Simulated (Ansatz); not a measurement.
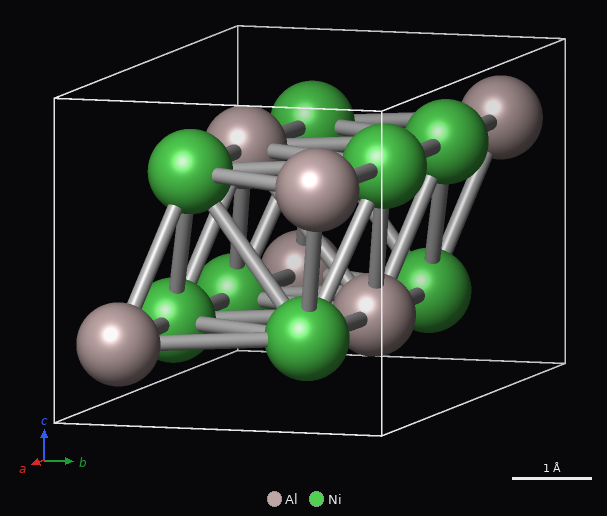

This ball-and-stick model is shown slightly off an axis. Thin lines show the conventional unit cell, with boundary atoms drawn in all their periodic places. Cell: a = 7.74 Å, b = 4.36 Å, c = 4.16 Å, α = 90.00°, β = 90.00°, γ = 90.00°.

The model was built from a structure type filled with these elements by a generator (whether the compound takes this form wasn't checked). Earlier steps of the study may have refined or changed the cell and positions. It went into a calculation with Ansatz.

What can be read from this drawing?

Answer. The material is AlNi$_{2}$. Space group: Cmcm (No. 63). Lattice: base-centred orthorhombic. Counting shared atoms by their share gives 4 Al, 8 Ni, or 12 atoms. The Al atoms are each bonded to ten Ni and two Al in a distorted anticuboctahedral arrangement (about 2.5 to 2.6 Å to Ni, 2.7 Å to Al). The coordination shell of Ni holds seven Ni and five Al in an anticuboctahedral arrangement (about 2.5 to 2.6 Å to Ni, 2.5 to 2.6 Å to Al). The bonds build a three-dimensional framework.

Electronic-structure method: DFT r2SCAN, scalar-relativistic, plane waves, PAW (Ansatz). Parameters: a basis cut at 500 eV, k-points about 0.17 Å⁻¹ apart, Gaussian smearing of 0.1 eV, no spin polarisation (a spin-restricted run, not always the ground state).

Does it come out as a metal, or with a gap?

Answer. A metal: bands cross the Fermi level.

What are the atomic charges by Bader's partition?

Answer. Al +1.78 e; Ni -0.89 e.

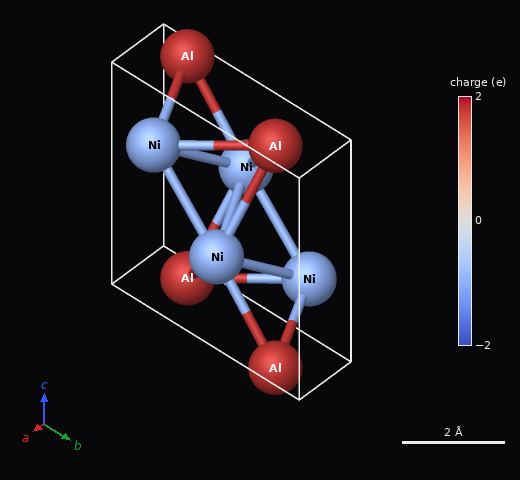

The atoms coloured by those charges. The run's cell of 6 atoms is drawn in a reduced setting, so axes and origin can differ from the first picture.

Is the structure relaxed at this level of theory?

Answer. No. The largest force is 0.05 eV/Å, on Ni. The pressure is -6.0 GPa, so the cell would contract.
